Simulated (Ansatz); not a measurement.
```
C
1.0
     2.51501   -0.00001    0.00000
     1.25751    2.13535    0.00000
     0.00000    0.00000   26.00154
C
2
Direct
  0.16528 0.16631 0.50000
  0.49930 0.49827 0.50000
```

Changed on purpose from its base cell (strain along x +0.020, atoms relaxed).

Level of theory: DFT PBE+D3(BJ), scalar-relativistic, plane waves, PAW (Ansatz).

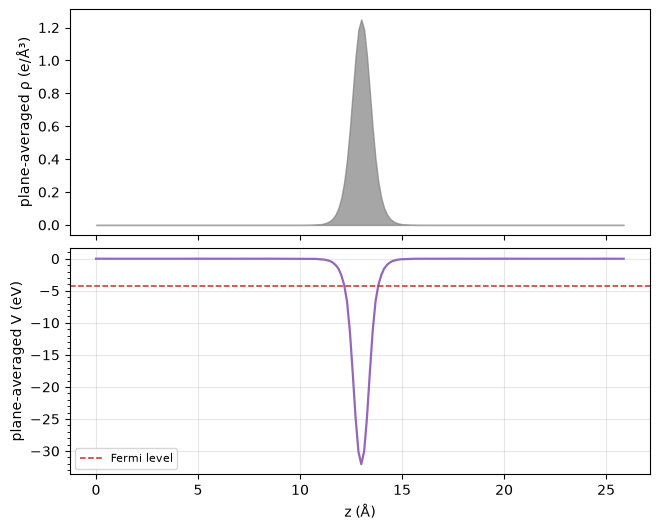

C (slab). Plane average of the electrostatic potential energy of an electron and of the valence pseudo-density across the slab.

The density is the valence pseudo-density of a PAW calculation; it isn't the true density close to the nuclei.

Q: How far above the Fermi level of the calculation is the vacuum level?

A: 4.3 eV.

Q: How thick is the slab, and how wide the vacuum?

A: The outermost nuclei are 0.0 Å apart, in 1 atomic plane; the vacuum between periodic images is 26.0 Å wide.
